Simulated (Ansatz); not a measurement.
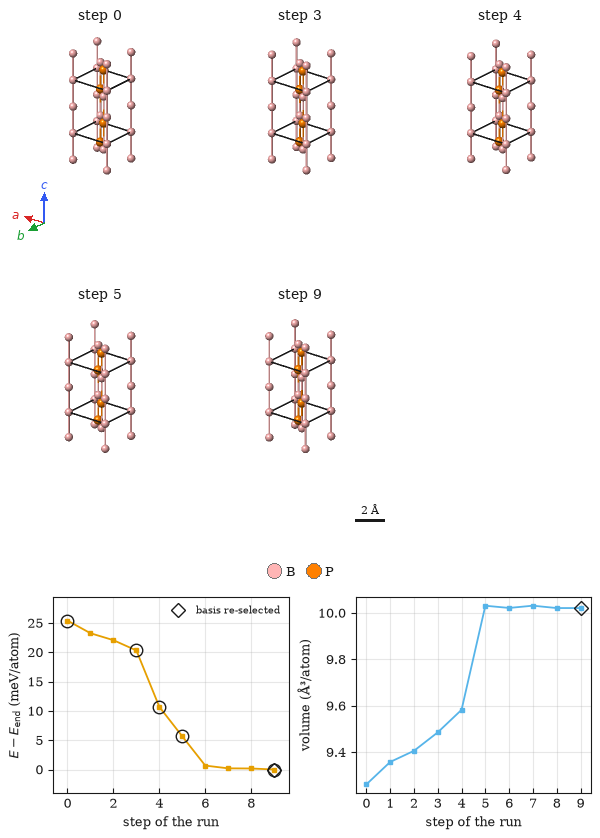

Frames of a relaxation of a crystal of B2P (a generated structure, set up in P6_3/mmc), marked on the history of the run. The picture is a ball-and-stick view of the cell of the calculation, seen from a free direction.

Case: Bi → P, In → B on all its sites, cell and atoms relaxed.

All numbers below come from DFT r2SCAN, scalar-relativistic, plane waves, PAW (Ansatz).

Input
```yaml
crystal:
  lattice:
    - [4.093731275, 0.0, 0.0]
    - [-2.0468656375, 3.5452752804, 0.0]
    - [0.0, 0.0, 3.828681458]
  atoms:
    - { symbol: B, position: [0.0, 0.0, 0.0] }
    - { symbol: B, position: [0.0, 0.0, 0.5] }
    - { symbol: B, position: [0.3333333333, 0.6666666667, 0.75] }
    - { symbol: B, position: [0.6666666667, 0.3333333333, 0.25] }
    - { symbol: P, position: [0.3333333333, 0.6666666667, 0.25] }
    - { symbol: P, position: [0.6666666667, 0.3333333333, 0.75] }
basis:
  ecutwfc: 500
kpoints:
  mp_grid: { grid: [12, 12, 10] }
hamiltonian:
  xc: r2scan
scf:
  occupations: { method: gaussian, width: 0.1 }
output:
  forces: true
  stress: true
  eigenvalues: true
  write_density: true
  write_potential: true
  elf: true
  volumetric_format: npy
relax:
  adjacent_minimum: "off"
  f_tol: 0.01
  max_steps: 60
  cell: { stress_tol: 0.1 }
```

Launched with:
```bash
ansatz run input.yaml --threads 1 --pin off --max-ram 2560MiB --backend cpu --events-out ev --progress --plain --runs-dir out
```

> Describe the path.

No atom moves by more than 0.005 Å relative to the cell. Cell: a = b 4.094 → 4.360 Å (+6.5 %), c 3.829 → 3.652 Å (−4.6 %). Volume +8.2 %. Some distances before and after: B1–B2 1.914 → 1.826 Å, B3–P5 1.914 → 1.826 Å. The space group stays P6_3/mmc (No. 194). Over 8 accepted moves (9 points after the start) the energy falls by 25.4 meV per atom. All forces vanish by symmetry, so only the cell relaxes. The pressure goes from 0.60 to −0.05 GPa. The SCF was repeated once at an unchanged geometry on a basis and grid sized afresh for the cell, which shifted the energy by 0.2 meV per atom at most. Cost: 4.9 min on 1 thread of Arm Neoverse N1, on a shared host, peak memory 0.54 GiB. From step 0 to 3: volume +2.4 %, energy −5.1 meV per atom. From step 3 to 4: volume +1.0 %, energy −9.6 meV per atom. From step 4 to 5: volume +4.7 %, energy −5.0 meV per atom. From step 5 to 9: energy −5.7 meV per atom.

Limits of the set-up: layers or molecules are held without a dispersion correction, so their spacing is unreliable.
